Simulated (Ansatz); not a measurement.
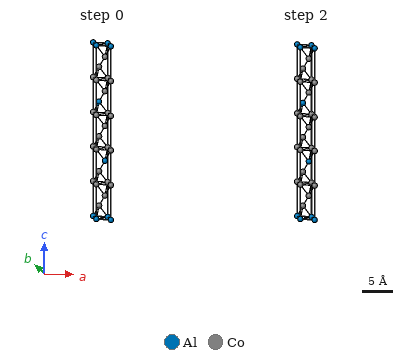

The structure of solid AlCo$_{4}$ (set up in R-3m) before (left) and after (right) a relaxation, at one scale.

The picture is a ball-and-stick view of the conventional cell (3 times the calculation's cell), seen slightly off an axis. Lengths and directions refer to the drawn axes.

Computed with Ansatz 0.2.0, DFT PBEsol, scalar-relativistic, plane waves, PAW.

The input:
```yaml
crystal:
  lattice:
    - [1.2893368271, 0.7443989642, 9.9743618604]
    - [-1.2893368271, 0.7443989642, 9.9743618604]
    - [0.0, -1.4887979284, 9.9743618604]
  atoms:
    - { symbol: Al, position: [0.0, 0.0, 0.0] }
    - { symbol: Co, position: [0.598855, 0.598855, 0.598855], spin: 1.51 }
    - { symbol: Co, position: [0.200321, 0.200321, 0.200321], spin: 1.93 }
    - { symbol: Co, position: [0.799679, 0.799679, 0.799679], spin: 1.93 }
    - { symbol: Co, position: [0.401145, 0.401145, 0.401145], spin: 1.51 }
basis:
  ecutwfc: 420
kpoints:
  mp_grid: { grid: [18, 18, 18] }
hamiltonian:
  xc: pbesol
scf:
  occupations: { method: gaussian, width: 0.1 }
output:
  forces: true
  stress: true
  eigenvalues: true
  populations: true
magnetization:
  spin_polarized: true
relax:
  adjacent_minimum: "off"
  f_tol: 0.005
  max_steps: 80
  cell: { stress_tol: 0.05 }
```

Command:
```bash
ansatz run input.yaml --threads 2 --pin off --max-ram 5120MiB --backend cpu --events-out ev --progress --plain --runs-dir out
```

What changed between the two?

Answer. The run was cut off at its time limit before the relaxation converged, so the last structure is only a point on the way. Over 2 geometry steps the energy falls by 68.5 meV per cell of the calculation. The largest force component goes from 0.19 to 0.025 eV/Å. The pressure goes from −7.91 to 0.18 GPa. The largest moves relative to the cell, 0.011 Å, are those of Co2 and Co5. Co5 goes along +c. Al stays in place. Cell: a = b 2.579 → 2.535 Å (−1.7 %), c 29.923 → 29.581 Å (−1.1 %). Volume −4.4 %. Among the contacts that change: Co2–Co2 2.579 → 2.535 Å, Al1–Al1 2.579 → 2.535 Å, Co3–Co4 2.505 → 2.462 Å, Co2–Co3 2.454 → 2.417 Å. The space group stays R-3m (No. 166).
